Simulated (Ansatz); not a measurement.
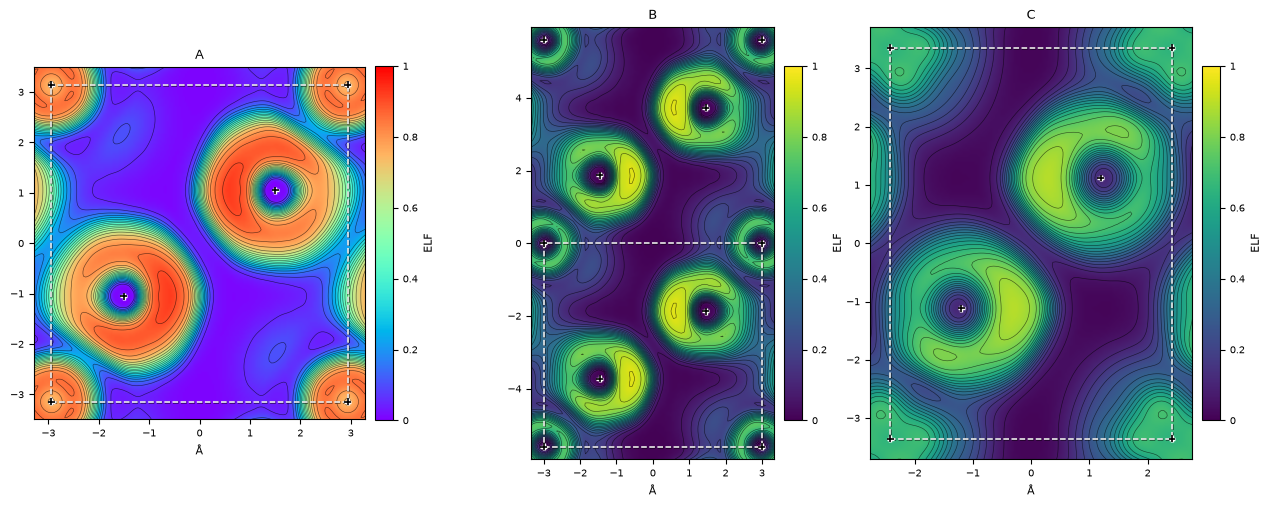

The electron localisation function of 3 systems, each on a plane through atoms (crosses mark nuclei in the plane).

These are results of DFT, HSE06, plane waves, PAW (Ansatz), not measurements.

System 1: WS2, the (110) plane of the conventional cell. Space group P-3m1; started from the 1T (CdI2) bulk prototype, which need not be the ambient phase.

System 2: HfS2, the (110) plane of the conventional cell. Space group P-3m1; started from the 1T (CdI2) bulk prototype, which need not be the ambient phase.

```
CELL_PARAMETERS angstrom
3.63030 0.00000 0.00000
-1.81515 3.14393 0.00000
0.00000 0.00000 5.87836
ATOMIC_POSITIONS crystal
Hf 0.00000 0.00000 0.00000
S 0.33333 0.66667 0.24463
S 0.66667 0.33333 0.75537
```

System 3: PtSe2, the (110) plane of the conventional cell. Space group P-3m1; started from the 1T (CdI2) bulk prototype, which need not be the ambient phase; changed on purpose from its base cell (epitaxial xy strain +4.0%); computed pressure about −5 GPa in this cell.

```
Pt Se
1.0
     3.87780    0.00000    0.00000
    -1.93890    3.35827    0.00000
     0.00000    0.00000    4.83686
Pt Se
1 2
Direct
  0.00000 0.00000 0.00000
  0.33333 0.66667 0.25261
  0.66667 0.33333 0.74739
```

> Match each panel to its system.

Panel A is system 2, HfS2: the plane holds Hf and S. Hf–S (2.54 Å): the ELF peaks at about 0.85 in the valence shell of S, 0.8 Å from its nucleus, and is about 0.40 at the midpoint. Panel B is system 1, WS2: the plane holds W and S. W–S (2.42 Å): the ELF peaks at about 0.85 in the valence shell of S, 0.8 Å from its nucleus, and is about 0.40 at the midpoint. Panel C is system 3, PtSe2: the plane holds Pt and Se. Pt–Se (2.55 Å): the ELF is about 0.50 at the midpoint.
